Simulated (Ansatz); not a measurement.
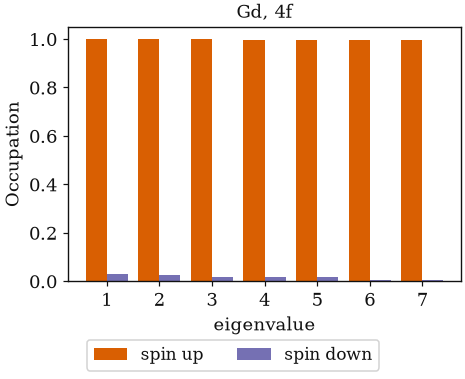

Eigenvalues of the local occupation matrix of the f shell (Löwdin-orthogonalised atomic projectors).

The Ansatz input:

```
crystal:
  lattice:
    - [4.0217165255, 0.0, 0.0]
    - [-2.0108582627, 3.4829086779, 0.0]
    - [0.0, 0.0, 4.9880968697]
  atoms:
    - { symbol: Gd, position: [0.6666666667, 0.3333333333, 0.0516097873], spin: 7.48 }
    - { symbol: Gd, position: [0.3333333333, 0.6666666667, 0.5516097873], spin: 7.48 }
    - { symbol: "N", position: [0.6666666667, 0.3333333333, 0.5735902127] }
    - { symbol: "N", position: [0.3333333333, 0.6666666667, 0.0735902127] }
basis:
  ecutwfc: 420
  ecutrho_ratio: 4
kpoints:
  mp_grid: { grid: [10, 10, 6] }
  band_path:
    path:
      - [[0.0, 0.0, 0.0], [0.5, 0.0, 0.0], [0.33333333, 0.33333333, 0.0], [0.0, 0.0, 0.0], [0.0, 0.0, 0.5], [0.5, 0.0, 0.5], [0.33333333, 0.33333333, 0.5], [0.0, 0.0, 0.5]]
      - [[0.5, 0.0, 0.5], [0.5, 0.0, 0.0]]
      - [[0.33333333, 0.33333333, 0.5], [0.33333333, 0.33333333, 0.0]]
    npoints: 14
hamiltonian:
  xc: pbesol
scf:
  occupations: { method: gaussian, width: 0.05 }
  lower_state_search: "off"
  n_extra_bands: 27
output:
  forces: true
  stress: true
  eigenvalues: true
  populations: true
  hubbard: { sites: [{ species: Gd, l: f }] }
  dos: { projected: true, de: 0.02, nscf_kmesh: { grid: [15, 15, 9] } }
  bader: false
magnetization:
  spin_polarized: true
checkpoint:
  read: start.run
  write: ck
  compress: false
  write_wavefunctions: false
  write_every: 100000
```

How many states of the shell are filled, counting eigenvalues over 0.6?

Answer. Counting eigenvalues over 0.6 as filled, Gd has 7 filled f states (f⁷), 7 up and 0 down; the eigenvalues sum to 7.1.

The structure was built from a prototype or by substitution, so it need not be a known phase. Spin-orbit coupling is left out, which matters for Gd. Open shells can settle in several states, and this one need not be the lowest.
